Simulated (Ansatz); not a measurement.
# Calculations on Zn7Se8

### Relaxation

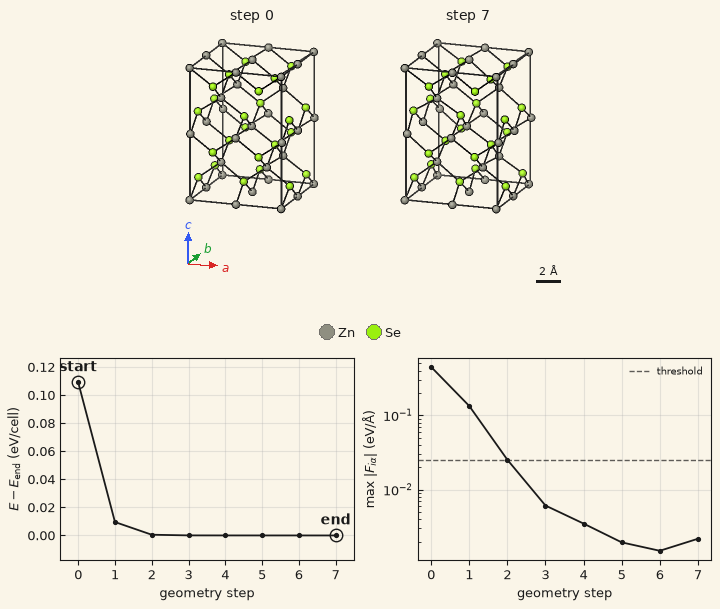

First and last geometry of a relaxation of a defect cell of composition Zn$_{7}$Se$_{8}$ (cell charge −1), with the history of the run. Style: ball-and-stick. Shown: the conventional cell (2 times the calculation's cell), slightly off an axis. Lengths and directions refer to the drawn axes.

Case: Zn vacancy (site a), charge -1, atoms relaxed at the host's cell.

Method: DFT PBE, scalar-relativistic, plane waves, PAW (Ansatz). Set-up: plane-wave cutoff 420 eV; k-point mesh 2 × 2 × 2; occupations gaussian; smearing width 0.01 eV; collinear spin; atoms relaxed in a fixed cell; force threshold 0.025 eV/Å; at most 45 steps.

> What do the curves and the structures tell?

It converged. The largest move is that of a Se atom, 0.097 Å along [1 0 2]. By element the largest moves are Se 0.097 Å, Zn 0.081 Å. The cell stays as it was. Near-neighbour distances that change, for instance: Se–Zn 2.507 → 2.547 Å, Se–Zn 2.492 → 2.456 Å, Se–Zn 2.432 → 2.452 Å, Se–Zn 2.467 → 2.455 Å. Among the angles between lasting bonds that change: Se–Zn–Se 112.1° → 118.3°, Se–Zn–Se 111.3° → 117.1°, Se–Zn–Se 112.7° → 118.3°. The energy falls by 0.109 eV per cell of the calculation in 7 geometry steps. The largest force component goes from 0.45 to 0.0022 eV/Å.

Limits of the set-up: the k-point mesh is coarse for a cell with partly filled bands; the periodic images lie only 8.1 Å apart, so the values are limited by the cell's size; the cell is charged, on a uniform background, and energies carry no finite-size correction.

### Relaxation

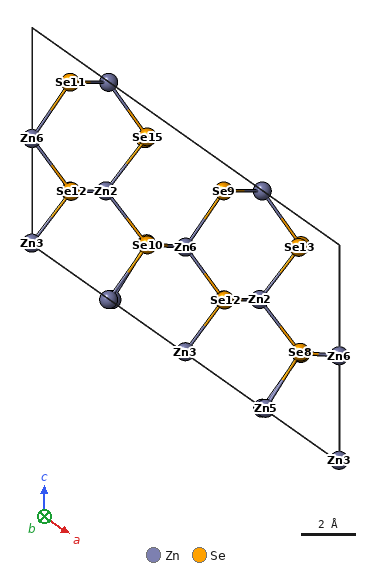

This is the input geometry for a relaxation of a defect cell of composition Zn$_{7}$Se$_{8}$ (cell charge −2). Style: ball-and-stick. Shown: the conventional cell (2 times the calculation's cell), along the b axis. Lengths and directions refer to the drawn axes.

Case: Zn vacancy (site a), charge -2, atoms relaxed at the host's cell.

Level of theory: Ansatz 0.2.0, DFT PBE, scalar-relativistic, plane waves, PAW.

The input:
```yaml
crystal:
  lattice:
    - [0.0, 5.7317610682, -5.7317610682]
    - [5.7317610682, 5.7317610682, 0.0]
    - [5.7317610682, 0.0, -5.7317610682]
  atoms:
    - { symbol: Zn, position: [0.4907476722, 0.0077667345, -0.0105777098] }
    - { symbol: Zn, position: [1.0100679128, 0.4895870823, -0.0096043568] }
    - { symbol: Zn, position: [1.0120020821, 0.0074734013, -0.0104751746] }
    - { symbol: Zn, position: [0.4916229604, 0.4894628193, 0.5088052014] }
    - { symbol: Zn, position: [0.4906208087, 0.0080395205, 0.5105763622] }
    - { symbol: Zn, position: [1.0100229013, 0.4896673319, 0.5083074735] }
    - { symbol: Zn, position: [1.0013172416, -0.0022798938, 0.4997350348] }
    - { symbol: Se, position: [0.3779695639, 0.3788961157, 0.3658205734], spin: 0.5 }
    - { symbol: Se, position: [0.3783277281, 0.8726951221, 0.3737680055] }
    - { symbol: Se, position: [0.8753425097, 0.3752583523, 0.3739366158] }
    - { symbol: Se, position: [0.8751450661, 0.8727499064, 0.3737607192] }
    - { symbol: Se, position: [0.3814258103, 0.3734260449, 0.879403316], spin: 0.5 }
    - { symbol: Se, position: [0.3823940624, 0.8567660251, 0.8781510497], spin: 0.5 }
    - { symbol: Se, position: [0.8687359599, 0.3723727708, 0.8750058283], spin: 0.5 }
    - { symbol: Se, position: [0.8751918587, 0.872693575, 0.8768381025] }
  host:
    lattice:
      - [0.0, 2.8658805341, 2.8658805341]
      - [2.8658805341, 0.0, 2.8658805341]
      - [2.8658805341, 2.8658805341, 0.0]
    atoms:
      - { symbol: Zn, position: [0.0, 0.0, 0.0] }
      - { symbol: Se, position: [0.25, 0.25, 0.25] }
total_charge: -2
basis:
  ecutwfc: 420
  xc_grid: 2
kpoints:
  mp_grid: { grid: [2, 2, 2], shift: [0.0, 0.0, 0.0] }
hamiltonian:
  xc: pbe
scf:
  occupations: { method: gaussian, width: 0.01 }
output:
  forces: true
  stress: false
  eigenvalues: true
  populations: true
  charged_corrections:
    defect_position: [0.5, 0.5, 0.0]
    epsilon: [[10.789, 0.0, 0.0], [0.0, 10.789, 0.0], [0.0, 0.0, 10.789]]
  write_density: true
  write_potential: true
  elf: true
  volumetric_format: npy
magnetization:
  spin_polarized: true
relax:
  adjacent_minimum: "off"
  f_tol: 0.025
  max_steps: 45
```

Launched with:
```bash
ansatz run input.yaml --threads 4 --pin off --max-ram 8192MiB --backend cpu --events-out ev --progress --plain --runs-dir out
```

**Where does the relaxation end?**

After 2 accepted moves (3 points after the start) the energy has fallen by 75.5 meV per cell of the calculation. The largest force component goes from 0.4 to 0.0028 eV/Å. 1 step only repeated the SCF at the same geometry. Se14 moves most: 0.080 Å roughly along [1 −1 1]. Largest moves by element: Se 0.080 Å, Zn 0.060 Å. The lattice vectors keep their values. Near-neighbour distances that change, for instance: Zn2–Se14 2.478 → 2.444 Å, Zn2–Se10 2.540 → 2.572 Å, Zn1–Se15 2.547 → 2.573 Å, Zn3–Se14 2.420 → 2.443 Å. Among the angles between lasting bonds that change: Se8–Zn6–Se14 115.9° → 121.0°, Zn3–Se14–Zn6 107.2° → 103.1°, Se13–Zn3–Se14 117.5° → 121.1°. The program noted that the starting moments weren't kept.

After the run, drawn alike:

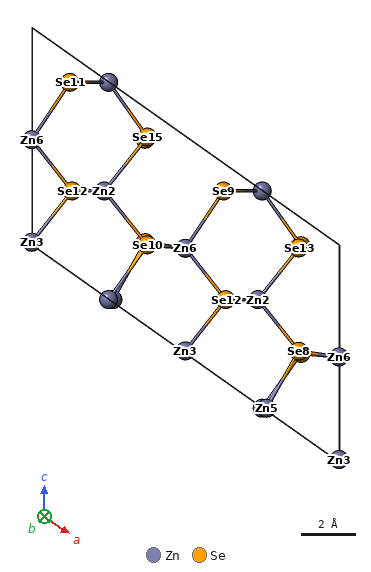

Limits of the set-up: the periodic images lie only 8.1 Å apart, so the values are limited by the cell's size; the cell is charged, on a uniform background, and energies carry no finite-size correction.

### Defect

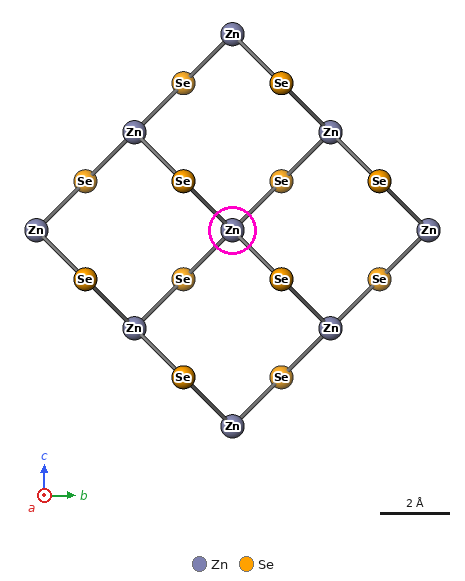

Perfect ZnSe. The picture is a ball-and-stick view of the atoms within 6.0 Å of one point, in a slice 3.4 Å thick across the line of sight, seen along the a axis.

The calculation used DFT PBE, scalar-relativistic, plane waves, PAW (Ansatz 0.2.0). (plane-wave cutoff 420 eV; k-point mesh 2 × 2 × 2; occupations gaussian; smearing width 0.01 eV; collinear spin) The cell is small and the k-mesh coarse, so the numbers are rough. The axes drawn are those of the host's conventional cell.

A zinc atom is taken out (a vacancy) at the ringed place, in charge state 0. The supercell has 16 sites, and the atoms are relaxed at the host's cell.

> How do the neighbours respond?

Around the empty Zn site the host had 4 Se at 2.48 Å; after relaxation the nearest atoms are 4 Se at 2.45 to 2.46 Å. Of the host's atoms, a zinc atom moves furthest from its site, by 0.08 Å.

The relaxed defect, seen from the same direction:

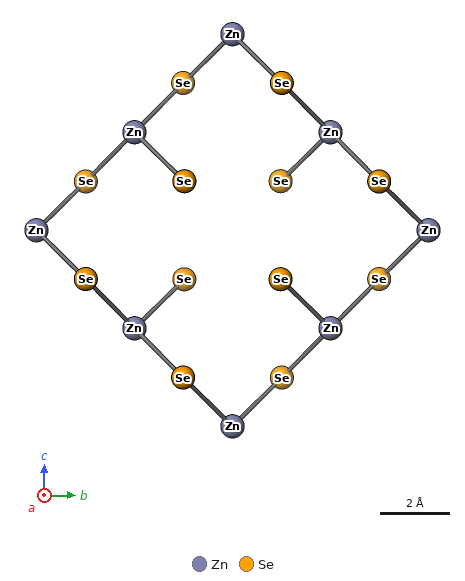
